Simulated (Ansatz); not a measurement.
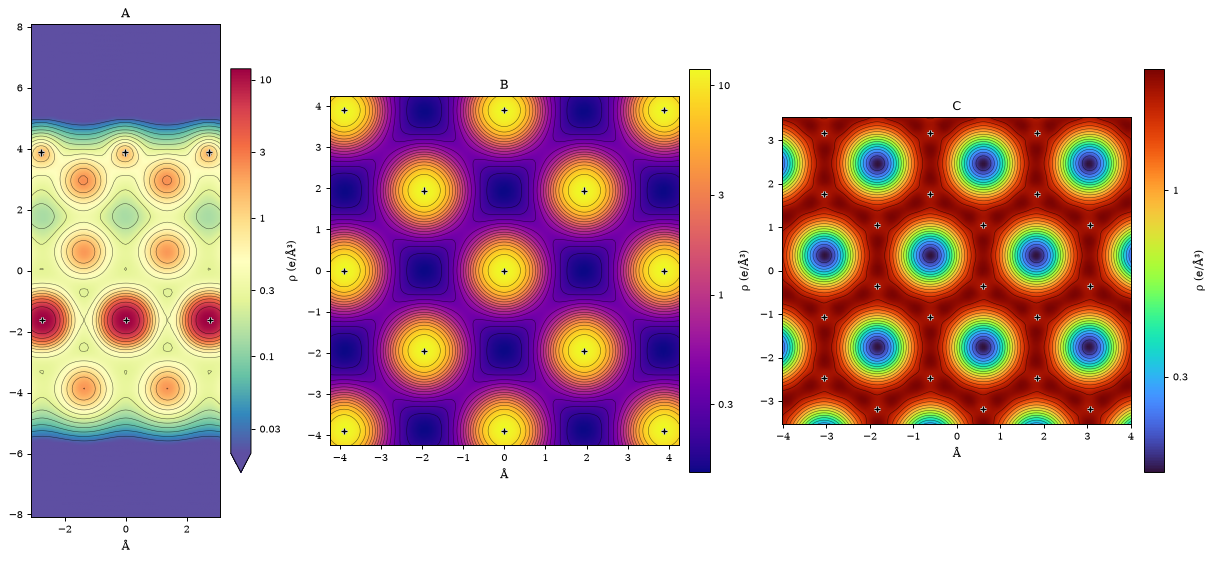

The valence charge density (pseudo) of 3 systems, each on a plane through atoms (crosses mark nuclei in the plane).

Level of theory: DFT LDA, scalar-relativistic, plane waves, PAW (Ansatz 0.2.0).

System 1: Pt, the (001) plane of the conventional cell. Space group Fm-3m.

```xyz
4
Lattice="3.8936 0.0000 0.0000 0.0000 3.8936 0.0000 0.0000 0.0000 3.8936" Properties=species:S:1:pos:R:3 pbc="T T T"
Pt    0.0000    0.0000    0.0000
Pt    1.9468    1.9468    0.0000
Pt    1.9468    0.0000    1.9468
Pt    0.0000    1.9468    1.9468
```

System 2: C, the (001) plane of the conventional cell. Space group P6₃/mmc.

System 3: HPt4 (slab), the (010) plane of the calculation cell, a cut from vacuum to vacuum. Computed without spin polarisation.

### Which map belongs to which system?

Panel A is system 3, HPt4: the plane holds Pt and H. Pt–Pt (2.75 Å): ρ at the midpoint is about 0.39 e/Å³. Panel B is system 1, Pt: the plane holds Pt. Pt–Pt (2.75 Å): the density is about 0.39 e/Å³ at the midpoint. Panel C is system 2, C: the plane holds C. C–C (1.41 Å): ρ is about 2.1 e/Å³ halfway.
